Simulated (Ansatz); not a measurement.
Take the following structure.

```yaml
crystal:
  lattice:
    - [2.04281, -2.04281, 0.00000]
    - [2.04281, 2.04281, 0.00000]
    - [0.00000, 0.00000, 2.90114]
  atoms:
    - { symbol: Al, position: [0.00000, 0.00000, 0.00000] }
    - { symbol: Ni, position: [0.50000, 0.50000, 0.50000] }
```

Describe what this structure looks like.

The formula is AlNi. Strictly the space group is P4/mmm (No. 123, within 0.01 Å). It is a distorted form of a primitive cubic structure, space group Pm-3m (No. 221) within 0.25 Å: caesium chloride (CsCl, B2) type. The cell comprises 1 formula unit: 1 Al, 1 Ni. Each Al atom is coordinated by eight Ni in a cubic arrangement at 2.51 Å. Ni is linked to eight Al in a cubic arrangement at 2.51 Å. The bonds build a three-dimensional framework.

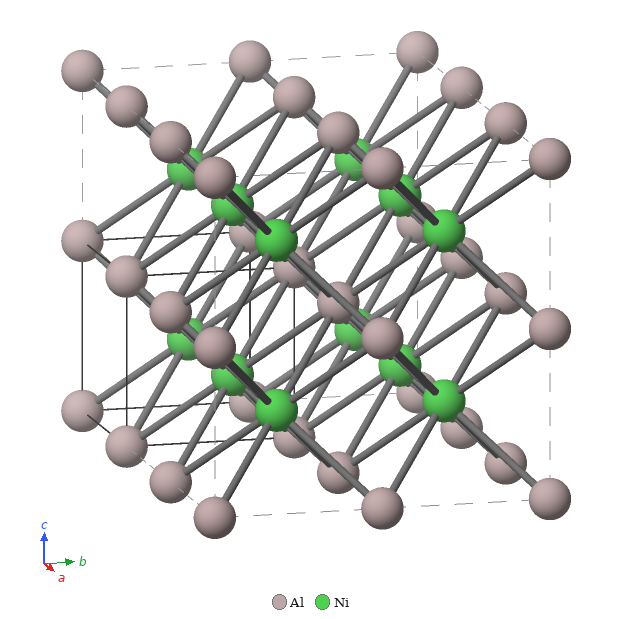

Drawn in the ball-and-stick manner and seen slightly off an axis. Solid lines give the unit cell, repeated here 3×2×2 times. Colours: aluminium light grey, nickel green.

Its origin is a structure listed in the Materials Project. Earlier steps of the study may have refined or changed the cell and positions. It was run through Ansatz as a DFT input.
